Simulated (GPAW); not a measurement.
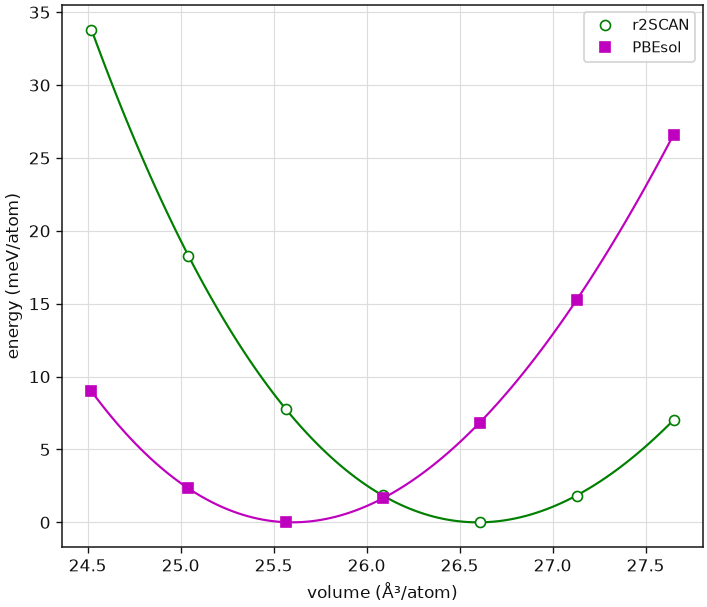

The figure shows the energy against volume, with one curve for each functional, for PbS (space group Fm-3m).

Method: PAW DFT in plane waves, on a grid or in atomic orbitals, no spin polarisation; energies at scaled volumes of the given cell, shape and fractions fixed, counted from the fit's minimum, third-order Birch-Murnaghan fit (GPAW 26.7.0). All runs: no spin polarisation.

k mesh 8×8×8; occupations Fermi–Dirac; smearing width 0.05 eV; wave cutoff 600 eV.

Settings that differ: r2SCAN: potentials GPAW-PAW-data-sets-(gpaw-data-1.2.1); PBEsol: potentials PAW-data-sets-made-by gpaw-setup-for-the-functional.

> Order the curves by fitted equilibrium volume, smallest first.

PBEsol 25.601, r2SCAN 26.599 Å³/atom.

> Order the curves by fitted bulk modulus, smallest first.

r2SCAN 57.9, PBEsol 58.9 GPa.

Keep in mind: spin-orbit coupling left out, heavy elements.

The computed values:

r2SCAN:
| volume (Å³/atom) | energy (meV/atom) |
| --- | --- |
| 24.52 | 33.81 |
| 25.04 | 18.29 |
| 25.56 | 7.80 |
| 26.09 | 1.86 |
| 26.61 | 0.00 |
| 27.13 | 1.84 |
| 27.65 | 7.02 |

PBEsol:
| volume (Å³/atom) | energy (meV/atom) |
| --- | --- |
| 24.52 | 8.98 |
| 25.04 | 2.33 |
| 25.56 | 0.01 |
| 26.09 | 1.64 |
| 26.61 | 6.82 |
| 27.13 | 15.28 |
| 27.65 | 26.61 |
